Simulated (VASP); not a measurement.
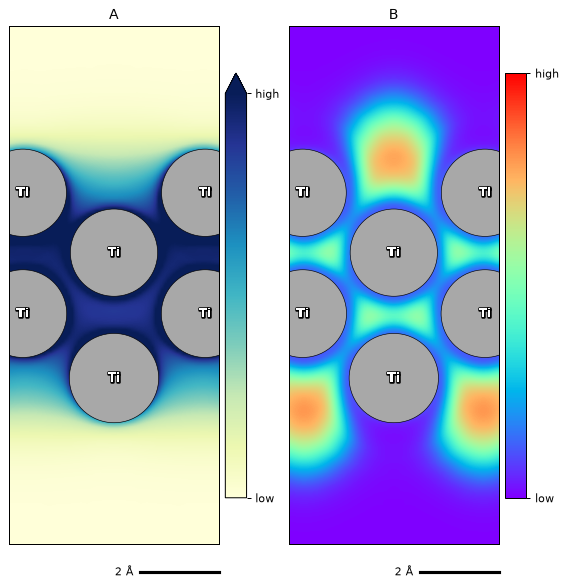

Ti (slab): 2 fields on the (11̄0) plane of the calculation cell, a cut from vacuum to vacuum, with unlabelled colour scales. Grey discs cover the atomic cores.

Not relaxed (largest force 0.6 eV/Å).

The calculation used Kohn-Sham DFT of a periodic cell, PBE, VASP PAW PBE potentials, recommended (VASP).

Question: Which field does each panel show? The fields are: electron localisation function and valence pseudo-density.

Answer: Panel A: valence pseudo-density. Panel B: electron localisation function. From the grid: Ti–Ti (2.75 Å): ρ at the midpoint is about 0.22 e/Å³; the ELF is about 0.20 at the midpoint: no localised pair shows between them. Ti–Ti (2.82 Å): ρ is about 0.2 e/Å³ halfway; the ELF is about 0.20 at the midpoint: no localised pair shows between them.
